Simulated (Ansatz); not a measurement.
# Germanium, diamond under PBE: convergence with the Methfessel-Paxton smearing

How small must the Methfessel-Paxton smearing width be for energy and pressure to settle? The geometry was relaxed under PBE beforehand and stays fixed; 7 values are run, from 0.01 to 1.0 eV. Wanted are the values from which on the energy stays within 10 and 1 meV/atom, and the pressure within 0.5 GPa, of the narrowest run. Within the series other settings stay, but some runs also write fields, which adds to their time. Spin polarisation is left out.

Program: Ansatz 0.2.0. Level of theory: DFT PBE, plane waves with PAW, scalar-relativistic. These are calculated values, not measurements.

1 further run of the same task is left out (set aside as unsound or not needed).

### 1 Starting point

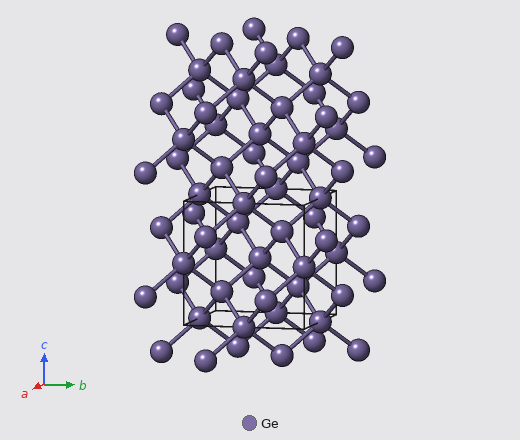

Start, viewed slightly off an axis; germanium purple. 1×1×2 conventional cells are drawn; the run uses a primitive one. Any atoms on the faces are drawn again on the opposite ones, and bonded neighbours outside are added.

Structure file:

```cif
data_structure
_symmetry_space_group_name_H-M 'Fd-3m:1'
_symmetry_Int_Tables_number 227
_cell_length_a 5.7720
_cell_length_b 5.7720
_cell_length_c 5.7720
_cell_angle_alpha 90.000
_cell_angle_beta 90.000
_cell_angle_gamma 90.000
_cell_volume 192.30
loop_
_atom_site_label
_atom_site_type_symbol
_atom_site_symmetry_multiplicity
_atom_site_Wyckoff_symbol
_atom_site_fract_x
_atom_site_fract_y
_atom_site_fract_z
_atom_site_occupancy
Ge1 Ge 8 a 0.50000 0.00000 0.50000 1
```

### 2 With a width of 0.01 eV

The run at 0.01 eV.

Contents of input.yaml:

```yaml
crystal:
  lattice:
    - [0.0, 2.8859759802, 2.8859759802]
    - [2.8859759802, 0.0, 2.8859759802]
    - [2.8859759802, 2.8859759802, 0.0]
  atoms:
    - { symbol: Ge, position: [0.5, 0.5, 0.5] }
    - { symbol: Ge, position: [0.75, 0.75, 0.75] }
hamiltonian:
  xc: pbe
  pseudopotentials:
    kind: paw
    azcp:
      Ge: "pseudopotentials/Ge.paw.azcp"
basis:
  ecutwfc: 420
  fft_grid_basis: typed
kpoints:
  mp_grid: { grid: [10, 10, 10], shift: [0, 0, 0] }
magnetization:
  spin_polarized: false
scf:
  occupations: { method: methfessel_paxton, width: 0.01 }
  lower_state_search: "off"
output:
  stress: true
  write_density: true
  write_potential: true
  elf: true
  volumetric_format: npy
```

Command:

```
> ansatz run input.yaml --threads 1 --pin off --max-ram 3584MiB --backend cpu --events-out ev --progress --plain --runs-dir out
```

Standard output, cut to the lines that bear on the results:

```text
[...]
Pseudopotentials: kind: paw
Pseudopotential: Ge, paw, valence charge 14, recommended cutoff 420 eV (normal), <dir>
Functional definition: PBE
[...]
Crystal: 2 atoms, lattice volume = 48.074 Å³
Basis set: ecut = 420 eV, 941 PW (Γ)
Bands: 18, of which v1, the nominal top of the filled ones, is band 14 counted from 1 (13 counted from 0)
Symmetry: 48 space group operations
Space group: Fd-3m (ITA 227), of the structure as read, at distance tolerance 3.6e-5 Å
k-points: 47 of 1000
[...]
SCF iter   1: F=—  HF=-8589.964489 eV  |F-HF|=—  |Δ(HF+E_count)|=         —  Δρ=1.63e-3  dr2=1.61e-3  ethr=1.77e-3  ⟨swp⟩=6.0  Hψ=3928  notcnv=0
[...]
SCF iter   6: F=-8589.964379 eV  HF=-8589.964379 eV  |F-HF|=8.06e-10  |Δ(HF+E_count)|=   6.28e-8  S|Δr|=    0.00e0  Δρ=1.27e-6  dr2=4.59e-10  ethr=3.57e-10  ⟨swp⟩=8.7  Hψ=6108  notcnv=0
[...]
SCF converged after 6 iterations
Stability not checked: this state was not tested for a lower state beside it, because cold or Methfessel-Paxton smearing, or corrected tetrahedra, fill the levels in a way that the test cannot read (fill_not_monotonic; see scf.lower_state_search)
Free energy (F): -8589.964379 eV
[...]
E sigma→0 (E₀):  -8589.964376 eV
Entropy (-TS):   -0.000011 eV (-0.006 meV/atom)
Fermi energy:    7.805655 eV
Step filling:    the computed levels leave a gap of 0.0000 eV = 0.0 smearing widths at the electron count; against every level under it full and every level over it empty, smearing changes F+E_penalty+E_count by -6.73e-3 meV and its σ→0 estimate by -3.86e-3 meV
[...]
--- Stress (GPa, compression-positive) ---
       -0.343690      -0.000000       0.000000
        0.000000      -0.343690      -0.000000
        0.000000       0.000000      -0.343690
  P = ⅓ Tr σ = -0.3437 GPa (-3.437 kbar)
--- Band table (eV; the first three rows and the last of 47) ---
  k-point 0: bands = ["-16.9194", "-16.9194", "-16.9194", "-16.8882", "-16.8882", "-16.7069", "-16.7069", "-16.7069", "-16.6988", "-16.6988", "-4.5257", "7.3008", "7.8052", "7.8052", "7.8052", "10.3271", "10.3271", "10.3271"]
[...]
```

Wall time 3.5 s (1 thread of Intel Xeon Platinum 8259CL at 2.50GHz (Skylake/Cascade Lake), shared host); peak memory 0.51 GiB.

### 3 With a width of 0.03 eV

The run at 0.03 eV.

Changes to input.yaml since step 2:

```diff
@@ -22,3 +22,3 @@
 scf:
-  occupations: { method: methfessel_paxton, width: 0.01 }
+  occupations: { method: methfessel_paxton, width: 0.03 }
   lower_state_search: "off"
```

Command:

```
> ansatz run input.yaml --threads 1 --pin off --max-ram 3584MiB --backend cpu --events-out ev --progress --plain --runs-dir out
```

Standard output, cut to the lines that bear on the results:

```text
[...]
Pseudopotentials: kind: paw
Pseudopotential: Ge, paw, valence charge 14, recommended cutoff 420 eV (normal), <dir>
Functional definition: PBE
[...]
Crystal: 2 atoms, lattice volume = 48.074 Å³
Basis set: ecut = 420 eV, 941 PW (Γ)
Bands: 18, of which v1, the nominal top of the filled ones, is band 14 counted from 1 (13 counted from 0)
Symmetry: 48 space group operations
Space group: Fd-3m (ITA 227), of the structure as read, at distance tolerance 3.6e-5 Å
k-points: 47 of 1000
[...]
SCF iter   1: F=—  HF=-8589.964611 eV  |F-HF|=—  |Δ(HF+E_count)|=         —  Δρ=1.60e-3  dr2=1.57e-3  ethr=1.77e-3  ⟨swp⟩=6.0  Hψ=3960  notcnv=0
[...]
SCF iter   5: F=-8589.964408 eV  HF=-8589.964408 eV  |F-HF|=7.94e-8  |Δ(HF+E_count)|=   3.13e-6  S|Δr|=    0.00e0  Δρ=1.44e-5  dr2=4.95e-8  ethr=3.57e-10  ⟨swp⟩=7.0  Hψ=6094  notcnv=0
[...]
SCF converged after 5 iterations
[...]
Free energy (F): -8589.964408 eV
[...]
E sigma→0 (E₀):  -8589.964396 eV
Entropy (-TS):   -0.000046 eV (-0.023 meV/atom)
Fermi energy:    7.800523 eV
Step filling:    the computed levels leave a gap of 0.0000 eV = 0.0 smearing widths at the electron count; against every level under it full and every level over it empty, smearing changes F+E_penalty+E_count by -0.035 meV and its σ→0 estimate by -0.024 meV
[...]
--- Stress (GPa, compression-positive) ---
       -0.335020       0.000000       0.000000
       -0.000000      -0.335020      -0.000000
        0.000000      -0.000000      -0.335020
  P = ⅓ Tr σ = -0.3350 GPa (-3.350 kbar)
--- Band table (eV; the first three rows and the last of 47) ---
  k-point 0: bands = ["-16.9191", "-16.9191", "-16.9191", "-16.8879", "-16.8879", "-16.7065", "-16.7065", "-16.7065", "-16.6984", "-16.6984", "-4.5258", "7.3007", "7.8050", "7.8050", "7.8050", "10.3270", "10.3270", "10.3270"]
[...]
```

It took 3.6 s on 1 thread of Intel Xeon Platinum 8259CL at 2.50GHz (Skylake/Cascade Lake), shared host; peak memory 0.51 GiB.

### 4 With a width of 0.1 eV

The run at 0.1 eV.

Changes to input.yaml since step 3:

```diff
@@ -22,3 +22,3 @@
 scf:
-  occupations: { method: methfessel_paxton, width: 0.03 }
+  occupations: { method: methfessel_paxton, width: 0.1 }
   lower_state_search: "off"
```

Command:

```
> ansatz run input.yaml --threads 1 --pin off --max-ram 3584MiB --backend cpu --events-out ev --progress --plain --runs-dir out
```

Standard output, cut to the lines that bear on the results:

```text
[...]
Pseudopotentials: kind: paw
Pseudopotential: Ge, paw, valence charge 14, recommended cutoff 420 eV (normal), <dir>
Functional definition: PBE
[...]
Crystal: 2 atoms, lattice volume = 48.074 Å³
Basis set: ecut = 420 eV, 941 PW (Γ)
Bands: 18, of which v1, the nominal top of the filled ones, is band 14 counted from 1 (13 counted from 0)
Symmetry: 48 space group operations
Space group: Fd-3m (ITA 227), of the structure as read, at distance tolerance 3.6e-5 Å
k-points: 47 of 1000
[...]
SCF iter   1: F=—  HF=-8589.964766 eV  |F-HF|=—  |Δ(HF+E_count)|=         —  Δρ=1.53e-3  dr2=1.47e-3  ethr=1.77e-3  ⟨swp⟩=5.7  Hψ=3942  notcnv=0
[...]
SCF iter   5: F=-8589.964465 eV  HF=-8589.964465 eV  |F-HF|=6.48e-8  |Δ(HF+E_count)|=   1.96e-6  S|Δr|=    0.00e0  Δρ=1.42e-5  dr2=4.94e-8  ethr=3.57e-10  ⟨swp⟩=7.0  Hψ=6074  notcnv=0
[...]
SCF converged after 5 iterations
[...]
Free energy (F): -8589.964465 eV
[...]
E sigma→0 (E₀):  -8589.964479 eV
Entropy (-TS):   0.000055 eV (0.027 meV/atom)
Fermi energy:    7.782129 eV
Step filling:    the computed levels leave a gap of 0.0000 eV = 0.0 smearing widths at the electron count; against every level under it full and every level over it empty, smearing changes F+E_penalty+E_count by -0.092 meV and its σ→0 estimate by -0.106 meV
[...]
--- Stress (GPa, compression-positive) ---
       -0.337044       0.000000       0.000000
       -0.000000      -0.337044       0.000000
        0.000000      -0.000000      -0.337044
  P = ⅓ Tr σ = -0.3370 GPa (-3.370 kbar)
--- Band table (eV; the first three rows and the last of 47) ---
  k-point 0: bands = ["-16.9190", "-16.9190", "-16.9190", "-16.8878", "-16.8878", "-16.7065", "-16.7065", "-16.7065", "-16.6984", "-16.6984", "-4.5258", "7.3007", "7.8051", "7.8051", "7.8051", "10.3270", "10.3270", "10.3270"]
[...]
```

Wall time 3 s (1 thread of Intel Xeon Platinum 8259CL at 2.50GHz (Skylake/Cascade Lake), shared host); peak memory 0.51 GiB.

### 5 With a width of 0.2 eV

The run at 0.2 eV.

Changes to input.yaml since step 4:

```diff
@@ -22,3 +22,3 @@
 scf:
-  occupations: { method: methfessel_paxton, width: 0.1 }
+  occupations: { method: methfessel_paxton, width: 0.2 }
   lower_state_search: "off"
```

Command:

```
> ansatz run input.yaml --threads 1 --pin off --max-ram 3584MiB --backend cpu --events-out ev --progress --plain --runs-dir out
```

Standard output, cut to the lines that bear on the results:

```text
[...]
Pseudopotentials: kind: paw
Pseudopotential: Ge, paw, valence charge 14, recommended cutoff 420 eV (normal), <dir>
Functional definition: PBE
[...]
Crystal: 2 atoms, lattice volume = 48.074 Å³
Basis set: ecut = 420 eV, 941 PW (Γ)
Bands: 18, of which v1, the nominal top of the filled ones, is band 14 counted from 1 (13 counted from 0)
Symmetry: 48 space group operations
Space group: Fd-3m (ITA 227), of the structure as read, at distance tolerance 3.6e-5 Å
k-points: 47 of 1000
[...]
SCF iter   1: F=—  HF=-8589.964403 eV  |F-HF|=—  |Δ(HF+E_count)|=         —  Δρ=1.64e-3  dr2=1.64e-3  ethr=1.77e-3  ⟨swp⟩=5.0  Hψ=3582  notcnv=0
[...]
SCF iter   6: F=-8589.964256 eV  HF=-8589.964256 eV  |F-HF|=2.74e-9  |Δ(HF+E_count)|=   1.32e-8  S|Δr|=    0.00e0  Δρ=2.55e-6  dr2=1.34e-9  ethr=2.07e-10  ⟨swp⟩=8.0  Hψ=5583  notcnv=0
[...]
SCF converged after 6 iterations
[...]
Free energy (F): -8589.964256 eV
[...]
E sigma→0 (E₀):  -8589.964278 eV
Entropy (-TS):   0.000088 eV (0.044 meV/atom)
Fermi energy:    7.751390 eV
Step filling:    the computed levels leave a gap of 0.0000 eV = 0.0 smearing widths at the electron count; against every level under it full and every level over it empty, smearing changes F+E_penalty+E_count by +0.116 meV and its σ→0 estimate by +0.094 meV
[...]
--- Stress (GPa, compression-positive) ---
       -0.327257       0.000000       0.000000
        0.000000      -0.327257      -0.000000
        0.000000      -0.000000      -0.327257
  P = ⅓ Tr σ = -0.3273 GPa (-3.273 kbar)
--- Band table (eV; the first three rows and the last of 47) ---
  k-point 0: bands = ["-16.9197", "-16.9197", "-16.9197", "-16.8885", "-16.8885", "-16.7072", "-16.7072", "-16.7072", "-16.6991", "-16.6991", "-4.5261", "7.3004", "7.8048", "7.8048", "7.8048", "10.3268", "10.3268", "10.3268"]
[...]
```

It took 3.5 s on 1 thread of Intel Xeon Platinum 8259CL at 2.50GHz (Skylake/Cascade Lake), shared host; peak memory 0.55 GiB.

### 6 With a width of 0.3 eV

The run at 0.3 eV.

Changes to input.yaml since step 5:

```diff
@@ -22,3 +22,3 @@
 scf:
-  occupations: { method: methfessel_paxton, width: 0.2 }
+  occupations: { method: methfessel_paxton, width: 0.3 }
   lower_state_search: "off"
@@ -26,5 +26 @@
   stress: true
-  write_density: true
-  write_potential: true
-  elf: true
-  volumetric_format: npy
```

Command:

```
> ansatz run input.yaml --threads 1 --pin off --max-ram 3584MiB --backend cpu --events-out ev --progress --plain --runs-dir out
```

Standard output, cut to the lines that bear on the results:

```text
[...]
Pseudopotentials: kind: paw
Pseudopotential: Ge, paw, valence charge 14, recommended cutoff 420 eV (normal), <dir>
Functional definition: PBE
[...]
Crystal: 2 atoms, lattice volume = 48.074 Å³
Basis set: ecut = 420 eV, 941 PW (Γ)
Bands: 18, of which v1, the nominal top of the filled ones, is band 14 counted from 1 (13 counted from 0)
Symmetry: 48 space group operations
Space group: Fd-3m (ITA 227), of the structure as read, at distance tolerance 3.6e-5 Å
k-points: 47 of 1000
[...]
SCF iter   1: F=—  HF=-8589.964414 eV  |F-HF|=—  |Δ(HF+E_count)|=         —  Δρ=1.71e-3  dr2=1.75e-3  ethr=1.77e-3  ⟨swp⟩=5.0  Hψ=3512  notcnv=0
[...]
SCF iter   6: F=-8589.964306 eV  HF=-8589.964306 eV  |F-HF|=4.03e-9  |Δ(HF+E_count)|=   2.48e-8  S|Δr|=    0.00e0  Δρ=3.19e-6  dr2=2.16e-9  ethr=2.63e-10  ⟨swp⟩=4.0  Hψ=2828  notcnv=0
[...]
SCF converged after 6 iterations
Stability not checked: this state was not tested for a lower state beside it, because cold or Methfessel-Paxton smearing, or corrected tetrahedra, fill the levels in a way that the test cannot read (fill_not_monotonic; see scf.lower_state_search)
Free energy (F): -8589.964306 eV
[...]
E sigma→0 (E₀):  -8589.964269 eV
Entropy (-TS):   -0.000150 eV (-0.075 meV/atom)
Fermi energy:    7.763167 eV
Step filling:    the computed levels leave a gap of 0.0000 eV = 0.0 smearing widths at the electron count; against every level under it full and every level over it empty, smearing changes F+E_penalty+E_count by +0.066 meV and its σ→0 estimate by +0.104 meV
[...]
--- Stress (GPa, compression-positive) ---
       -0.301161      -0.000000      -0.000000
        0.000000      -0.301161       0.000000
        0.000000      -0.000000      -0.301161
  P = ⅓ Tr σ = -0.3012 GPa (-3.012 kbar)
```

Run time: 2.5 s. Hardware: 1 thread of Intel Xeon Platinum 8259CL at 2.50GHz (Skylake/Cascade Lake), shared host; peak memory 0.5 GiB.

### 7 With a width of 0.6 eV

The run at 0.6 eV.

Changes to input.yaml since step 6:

```diff
@@ -22,3 +22,3 @@
 scf:
-  occupations: { method: methfessel_paxton, width: 0.3 }
+  occupations: { method: methfessel_paxton, width: 0.6 }
   lower_state_search: "off"
@@ -26 +26,5 @@
   stress: true
+  write_density: true
+  write_potential: true
+  elf: true
+  volumetric_format: npy
```

Command:

```
> ansatz run input.yaml --threads 1 --pin off --max-ram 3584MiB --backend cpu --events-out ev --progress --plain --runs-dir out
```

Standard output, cut to the lines that bear on the results:

```text
band count auto-derived: 19 (N_el = 28.0; filled up to band 14; 18 by the electrons, moments and atoms)
[...]
Pseudopotentials: kind: paw
Pseudopotential: Ge, paw, valence charge 14, recommended cutoff 420 eV (normal), <dir>
Functional definition: PBE
[...]
Crystal: 2 atoms, lattice volume = 48.074 Å³
Basis set: ecut = 420 eV, 941 PW (Γ)
Bands: 19, of which v1, the nominal top of the filled ones, is band 14 counted from 1 (13 counted from 0)
Symmetry: 48 space group operations
Space group: Fd-3m (ITA 227), of the structure as read, at distance tolerance 3.6e-5 Å
k-points: 47 of 1000
[...]
SCF iter   1: F=—  HF=-8589.961669 eV  |F-HF|=—  |Δ(HF+E_count)|=         —  Δρ=1.70e-3  dr2=1.67e-3  ethr=1.77e-3  ⟨swp⟩=5.0  Hψ=3717  notcnv=0
[...]
Free energy (F): -8589.961585 eV
[...]
E sigma→0 (E₀):  -8589.965816 eV
Entropy (-TS):   0.016923 eV (8.462 meV/atom)
Fermi energy:    7.831694 eV
Step filling:    the computed levels leave a gap of 0.0000 eV = 0.0 smearing widths at the electron count; against every level under it full and every level over it empty, smearing changes F+E_penalty+E_count by +2.787 meV and its σ→0 estimate by -1.443 meV
[...]
--- Stress (GPa, compression-positive) ---
       -0.289021       0.000000       0.000000
       -0.000000      -0.289021       0.000000
       -0.000000       0.000000      -0.289021
  P = ⅓ Tr σ = -0.2890 GPa (-2.890 kbar)
--- Band table (eV; the first three rows and the last of 47) ---
  k-point 0: bands = ["-16.9178", "-16.9178", "-16.9178", "-16.8866", "-16.8866", "-16.7053", "-16.7053", "-16.7053", "-16.6972", "-16.6972", "-4.5256", "7.3011", "7.8053", "7.8053", "7.8053", "10.3271", "10.3271", "10.3271", "14.0846"]
[...]
```

Wall time 3.2 s (1 thread of Intel Xeon Platinum 8259CL at 2.50GHz (Skylake/Cascade Lake), shared host); peak memory 0.52 GiB.

### 8 With a width of 1.0 eV

The run at 1.0 eV.

Changes to input.yaml since step 7:

```diff
@@ -22,3 +22,3 @@
 scf:
-  occupations: { method: methfessel_paxton, width: 0.6 }
+  occupations: { method: methfessel_paxton, width: 1.0 }
   lower_state_search: "off"
@@ -26,5 +26 @@
   stress: true
-  write_density: true
-  write_potential: true
-  elf: true
-  volumetric_format: npy
```

Command:

```
> ansatz run input.yaml --threads 1 --pin off --max-ram 3584MiB --backend cpu --events-out ev --progress --plain --runs-dir out
```

Standard output, cut to the lines that bear on the results:

```text
band count auto-derived: 20 (N_el = 28.0; filled up to band 14; 18 by the electrons, moments and atoms)
[...]
Pseudopotentials: kind: paw
Pseudopotential: Ge, paw, valence charge 14, recommended cutoff 420 eV (normal), <dir>
Functional definition: PBE
[...]
Crystal: 2 atoms, lattice volume = 48.074 Å³
Basis set: ecut = 420 eV, 941 PW (Γ)
Bands: 20, of which v1, the nominal top of the filled ones, is band 14 counted from 1 (13 counted from 0)
Symmetry: 48 space group operations
Space group: Fd-3m (ITA 227), of the structure as read, at distance tolerance 3.6e-5 Å
k-points: 47 of 1000
[...]
SCF iter   1: F=—  HF=-8589.932869 eV  |F-HF|=—  |Δ(HF+E_count)|=         —  Δρ=1.47e-3  dr2=1.25e-3  ethr=1.77e-3  ⟨swp⟩=5.0  Hψ=4034  notcnv=0
[...]
SCF iter   7: F=-8589.932641 eV  HF=-8589.932641 eV  |F-HF|=6.57e-8  |Δ(HF+E_count)|=   1.17e-7  S|Δr|=    0.00e0  Δρ=1.33e-5  dr2=3.37e-8  ethr=3.57e-10  ⟨swp⟩=4.0  Hψ=2705  notcnv=0
[...]
SCF converged after 7 iterations
Stability not checked: this state was not tested for a lower state beside it, because cold or Methfessel-Paxton smearing, or corrected tetrahedra, fill the levels in a way that the test cannot read (fill_not_monotonic; see scf.lower_state_search)
Free energy (F): -8589.932641 eV
[...]
E sigma→0 (E₀):  -8589.961823 eV
Entropy (-TS):   0.116729 eV (58.365 meV/atom)
Fermi energy:    7.952752 eV
Step filling:    the computed levels leave a gap of 0.0000 eV = 0.0 smearing widths at the electron count; against every level under it full and every level over it empty, smearing changes F+E_penalty+E_count by +31.733 meV and its σ→0 estimate by +2.551 meV
[...]
--- Stress (GPa, compression-positive) ---
       -0.429105       0.000000      -0.000000
       -0.000000      -0.429105       0.000000
       -0.000000      -0.000000      -0.429105
  P = ⅓ Tr σ = -0.4291 GPa (-4.291 kbar)
```

It took 2.5 s on 1 thread of Intel Xeon Platinum 8259CL at 2.50GHz (Skylake/Cascade Lake), shared host; peak memory 0.5 GiB.

### 9 All values side by side

Differences are taken from the run at 0.01 eV.

```csv
smearing (eV),F (meV/atom),E(σ → 0) (meV/atom),P (GPa),SCF cycles,CPU time
0.01,0.00,0.00,-0.34,6,3.6 s
0.03,-0.01,-0.01,-0.34,5,3.6 s
0.1,-0.04,-0.05,-0.34,5,3 s
0.2,0.06,0.05,-0.33,6,3.4 s
0.3,0.04,0.05,-0.30,6,2.5 s
0.6,1.40,-0.72,-0.29,7,3.2 s
1.0,15.87,1.28,-0.43,7,2.5 s
```

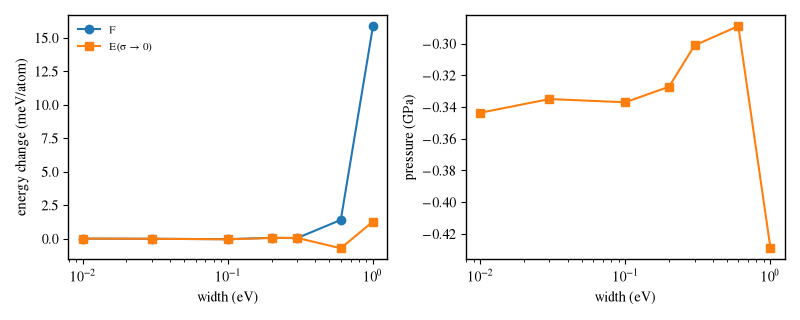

Energy and pressure against the Methfessel-Paxton smearing width.

### 10 What came out

| quantity | value |
| --- | --- |
| E(σ → 0) stays within 10 meV/atom of 0.01 eV | up to 1.0 eV |
| E(σ → 0) stays within 1 meV/atom | up to 0.6 eV |
| pressure stays within 0.5 GPa | up to 1.0 eV |
| pressure at 0.01 eV | -0.34 GPa |

**Reading.** At 1.0 eV the energy differs by +1.3 meV/atom and the pressure by -0.1 GPa. Over the range F shifts by +15.9 meV/atom, while E(σ → 0) shifts by +1.3. This scheme cancels the term in the square of the width, so F moves little up to 0.2 eV. The mesh (10×10×10) is fixed, so the narrowest widths carry a k-point error of their own. The cell taken over is 6 % larger than the measured one (22.63 Å³/atom, COD).
